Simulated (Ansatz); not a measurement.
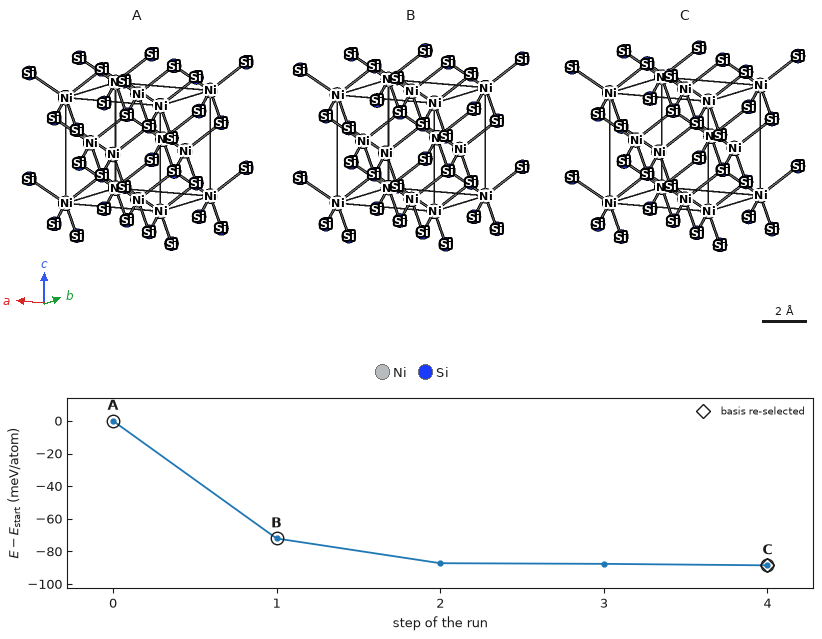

Frames of a relaxation of a crystal of SiNi (built on the zinc blende type) (coarse preliminary run), marked on the history of the run. Style: ball-and-stick. Shown: the conventional cell (4 times the calculation's cell), from a free direction. Lengths and directions refer to the drawn axes.

Theory: DFT PBE, scalar-relativistic, plane waves, PAW in Ansatz. Set-up: plane-wave cutoff 420 eV; k-point mesh 8 × 8 × 8; occupations gaussian; smearing width 0.1 eV; no spin polarisation; cell and atoms relaxed; force threshold 0.05 eV/Å; at most 80 steps.

Describe the path.

Over 3 accepted moves (4 points after the start) the energy falls by 88.5 meV per atom. All forces vanish by symmetry, so only the cell relaxes. Pressure: 15.92 GPa at the start and 0.18 GPa at the end. At 1 point the geometry stayed and the basis and grid were re-selected for the new cell (energy shift of 0.9 meV per atom at most each time). The atoms keep their places relative to the cell (all moves are under 0.005 Å). The drawn cell changes as follows: a = b = c 4.942 → 5.147 Å (+4.2 %); the volume changes by +13.0 %. Among the contacts that change: Ni–Si 2.140 → 2.229 Å. The space group stays F-43m (No. 216). The run took 7.5 s on 1 thread of Arm Neoverse V2 (shared host), peak memory 0.29 GiB. From step 0 to 1: volume +7.2 %, energy −72.0 meV per atom. From step 1 to 4: volume +5.4 %, energy −16.5 meV per atom.

```
step  E − E(0), meV/atom  pressure, GPa  volume, Å³/atom                      note
   0                0.00          15.92           15.084                          
   1              -72.04           5.98           16.170                          
   2              -87.20           0.92           16.902                          
   3              -87.60           0.07           17.042                          
   4              -88.51           0.18           17.042  same geometry, new basis
```
